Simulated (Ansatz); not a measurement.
Single-point calculation of TaN (part 4 of 4)

TaN (P6₃/mmc, 4 atoms in the cell); DFT PBEsol+U, scalar-relativistic, plane waves, PAW, Ueff = 4 eV on Ta atom 1 d; Ueff = 4 eV on Ta atom 2 d, spin-polarised (Ansatz 0.2.0); cutoff 420 eV, 7×7×4 k-mesh, Gaussian smearing of 0.05 eV, collinear spins. The structure derives from an entry of the Crystallography Open Database. It belongs to a series of runs on one base structure; here: from atoms, default search.

Geometry of the input (Å; fractional positions):
```
3.0480  0.0000  0.0000
-1.5240  2.6396  0.0000
0.0000  0.0000  4.9180
Ta 0.0000  0.0000  0.0000
Ta 0.0000  0.0000  0.5000
N  0.3333  0.6667  0.2500
N  0.6667  0.3333  0.7500
```

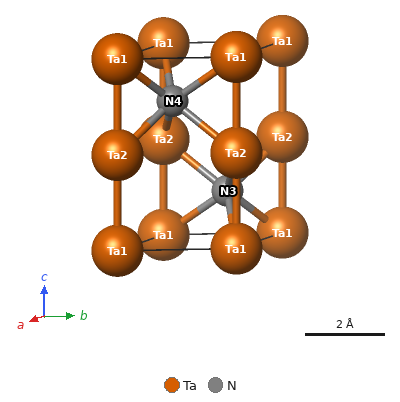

The structure (ball-and-stick view of the cell of the calculation, seen slightly off an axis; atoms are numbered from 1 in the order of the input).

## What the program printed, continued
```
--- Per-component energies (eV) ---
  E_band       = -35.424789
  E_kinetic    = 1020.428929
  E_local      = -1153.192512  (includes V_loc(G=0)·N_el)
  E_nonlocal   = 130.534515
  E_hartree    = 404.068883
  E_xc         = -561.410290
  E_vxc        = -570.603521  (∫ρ·V_xc dr)
  E_hubbard    = 9.228126  (on-site DFT+U / exact-exchange correction)
  E_vhub       = 3.092338  (the Hubbard potential's part of the band-sum identity)
  E_paw        = -16794.238888  (= ΣΔE_a)
  E_vpaw       = -273.822827  (= ΣTr[D̂ρ^β])
  E_aug_tail   = 0.000524  (compensation charges beyond the density's cutoff)
  E_ewald      = -3418.625152
  E_core_change = 0.483491  (= ΣΔE_core)
  E_smearing   = -0.001789  (= −TS)
  E_closure    = 0.000000  (closes the sum)
  Σ components = -20362.724163   (vs F -20362.724163, Δ=0.00e0)
--- Forces (eV/Å), atoms counted from 1 ---
  atom   1  Ta    -0.00000000    -0.00000000     0.00000000
  atom   2  Ta     0.00000000    -0.00000000     0.00000000
  atom   3  N     -0.00000000    -0.00000000     0.00000000
  atom   4  N      0.00000000     0.00000000     0.00000000
  max |Σ_I F_I| component: 5.55e-17 eV/Å
--- Stress (GPa, compression-positive) ---
       23.995074       0.000000       0.000000
       -0.000000      23.995074       0.000000
        0.000000       0.000000     110.342500
  P = ⅓ Tr σ = 52.7775 GPa (527.775 kbar)
--- Band table (eV; the first three rows and the last of 48) ---
  k-point 0 ↑: bands = ["-46.1601", "-45.8601", "-14.3924", "-12.6022", "-12.6022", "-12.2277", "-12.2277", "-11.3430", "3.9797", "7.4443", "12.6555", "15.3018", "15.3018", "17.3819", "19.3372", "19.3372", "19.3485", "21.2997", "21.2997", "22.6889", "22.6889", "25.6480", "27.0630", "28.3098"]
  k-point 1 ↑: bands = ["-46.1160", "-45.9040", "-14.0072", "-12.5486", "-12.5486", "-12.2840", "-12.2840", "-11.8671", "4.4174", "6.7523", "13.5868", "15.6873", "15.6873", "17.1857", "18.2845", "18.2845", "19.7944", "21.8188", "21.8188", "23.6119", "23.6119", "26.2955", "26.6139", "27.2865"]
  k-point 2 ↑: bands = ["-46.0099", "-46.0099", "-13.0043", "-13.0043", "-12.4177", "-12.4177", "-12.4177", "-12.4177", "5.4882", "5.4882", "15.4847", "15.4847", "16.7638", "16.7638", "16.7638", "16.7638", "22.7685", "22.7685", "23.1555", "23.1555", "23.1555", "23.1555", "27.8922", "27.8922"]
  k-point 23 ↓: bands = ["-45.9518", "-45.9518", "-13.0638", "-13.0638", "-12.8497", "-12.8497", "-12.8057", "-12.8057", "6.5395", "6.5395", "14.7185", "14.7185", "15.8608", "15.8608", "17.1638", "17.1638", "22.4040", "22.4040", "24.0135", "24.0135", "25.8721", "25.8721", "28.2844", "28.2844"]
Occupation matrices written to [file]
--- Löwdin populations: 4 sites ---
  site symbol       q [e]    m [muB]
     0     Ta     12.2274     0.0000
     1     Ta     12.2274     0.0000
     2      N      5.6968    -0.0000
     3      N      5.6968    -0.0000
  spilling = 0.004215 (of n_electrons = 36.000000)
--- Occupation matrices: 2 shells (run DFT+U table (all-electron-ortho-atomic); ε = 4.75e-4) ---
  Ta0 d_5D: site group D3d (-3m)
  Ta0 d_5D up     Tr n = 1.9205  λ = 0.312 0.312 0.388 0.388 0.521  [2× x2-y2 0.29 Eg(1.00) | 2× xz 0.29 Eg(1.00) | z2 1.00 A1g(1.00)]
  Ta0 d_5D dn     Tr n = 1.9205  λ = 0.312 0.312 0.388 0.388 0.521  [2× x2-y2 0.29 Eg(1.00) | 2× xz 0.29 Eg(1.00) | z2 1.00 A1g(1.00)]
  Ta1 d_5D: site group D3d (-3m)
  Ta1 d_5D up     Tr n = 1.9205  λ = 0.312 0.312 0.388 0.388 0.521  [2× x2-y2 0.29 Eg(1.00) | 2× xz 0.29 Eg(1.00) | z2 1.00 A1g(1.00)]
  Ta1 d_5D dn     Tr n = 1.9205  λ = 0.312 0.312 0.388 0.388 0.521  [2× x2-y2 0.29 Eg(1.00) | 2× xz 0.29 Eg(1.00) | z2 1.00 A1g(1.00)]
  Tr n, λ and their labels are of the run-group-symmetrised matrices; stabiliser: 48 of 48 elements of G0×{1,Θ} (closed), max defect 3.1e-6 at τ = 1.0e-4
```

## Results in brief

```tsv
quantity	value
outcome	converged
space group (tolerance 0.01 Å)	P6₃/mmc (194)
electrons treated	36
free energy	−20362.7242 eV
Fermi energy	23.088 eV
gap on the k-point mesh	none (metallic)
net moment of the cell	0.00 μB
integrated absolute moment	0.00 μB
pressure	52.78 GPa
largest force (length of the vector)	under 0.001 eV/Å
hardware	2 threads of Arm Neoverse V2, 24 GiB of memory available, shared host
wall time	87 s (CPU time 2.8 min)
peak memory	0.62 GiB
```

## Notes

The program warns: some starting moments were not kept. Spin–orbit coupling is left out, which matters for Ta.
